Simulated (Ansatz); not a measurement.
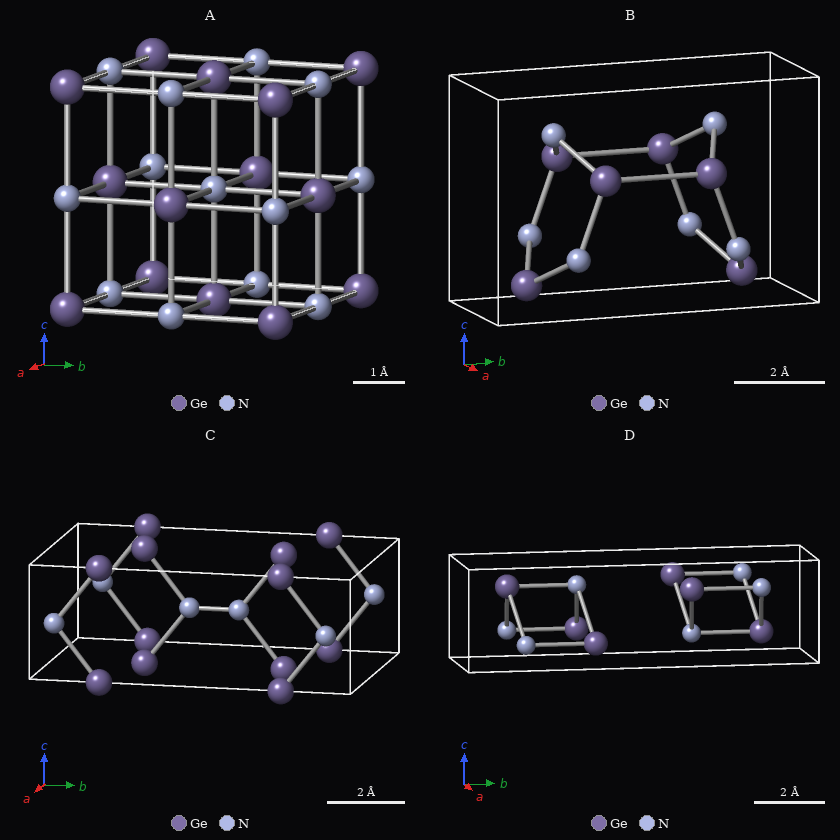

Four structures of GeN, each relaxed to rest (conventional cells in solid outline, small ones repeated, each panel with its own scale). Method: DFT PBE, scalar-relativistic, plane waves, PAW in Ansatz, without spin polarisation.

Question: What are the structures shown?

Answer: A: rock salt (NaCl type), Fm-3m; B: 8 atoms a cell on a body-centred orthorhombic lattice, Imm2; C: 8 atoms a cell on a base-centred orthorhombic lattice, Cmmm; D: 8 atoms a cell on a base-centred orthorhombic lattice, Cmcm.

Question: Which of these is lowest in energy, and how far above it do the others lie?

Answer: B, then C (+425 meV/atom), D (+524 meV/atom) and A (+600 meV/atom), energies at zero smearing.

Question: Collect the results in a table.

Answer:
| panel | structure | E − E(lowest) (meV/atom) | volume (Å³/atom) | gap (eV) |
| --- | --- | --- | --- | --- |
| B | Imm2 | 0 | 15.2 | 0.65 |
| C | Cmmm | 425 | 18.5 | metal |
| D | Cmcm | 524 | 11.7 | metal |
| A | Fm-3m | 600 | 11.3 | metal |

Some of these may be structure types tried for this composition rather than known phases, and the most stable form need not be among them. Gaps are taken on the k-mesh or band path of each run.
